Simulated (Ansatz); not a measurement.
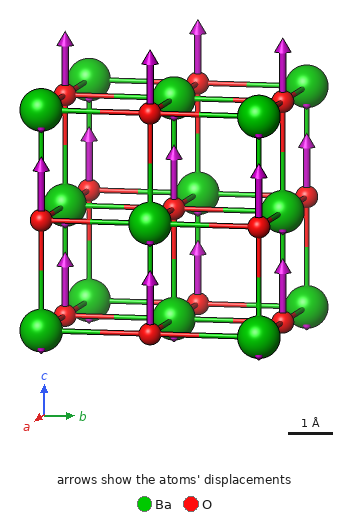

The lowest optical mode of solid BaO relaxed at 20 GPa, space group Fm-3m (No. 225), at the zone centre. Displacements are drawn as purple arrows; their common scale and sign are arbitrary. Style: ball-and-stick. Shown: the conventional cell (4 times the calculation's cell), slightly off an axis. Lengths and directions refer to the drawn axes.

Level of theory: Ansatz, DFT LDA, scalar-relativistic, plane waves, PAW.

Input
```yaml
crystal:
  lattice:
    - [0.0, 2.5748036766, 2.5748036766]
    - [2.5748036766, 0.0, 2.5748036766]
    - [2.5748036766, 2.5748036766, 0.0]
  atoms:
    - { symbol: Ba, position: [0.0, 0.0, 0.0] }
    - { symbol: O, position: [0.5, 0.5, 0.5] }
basis:
  ecutwfc: 420
kpoints:
  mp_grid: { grid: [10, 10, 10] }
hamiltonian:
  xc: lda
scf:
  occupations: { method: fixed }
output:
  eigenvalues: true
phonons:
  method: dfpt
  dielectric: true
  rigid_motions: translations
  eigenvectors: true
```

Launched with:
```bash
ansatz run input.yaml --threads 1 --pin off --max-ram 1228MiB --backend cpu --events-out ev --progress --plain --runs-dir out
```

Frequencies are those without the non-analytic (LO–TO) term.

Question: Is the structure stable against all modes at this point?

Answer: Yes: this softest mode has a real frequency, and so have all others here. That speaks for this wave vector alone: the rest of the zone wasn't checked in this run. This is the T₁u mode (triply degenerate; one member of the set is drawn) at 147 cm⁻¹, the only optical level, infrared-active by symmetry. The O sublattice moves against the Ba sublattice, along c; it stretches the shortest Ba–O bonds (2.57 Å); the kinetic energy is shared as O 90 %, Ba 10 %. Its infrared intensity is 44 (D/Å)²/amu for the set. The value is the transverse one; the longitudinal partner lies at 476 cm⁻¹.
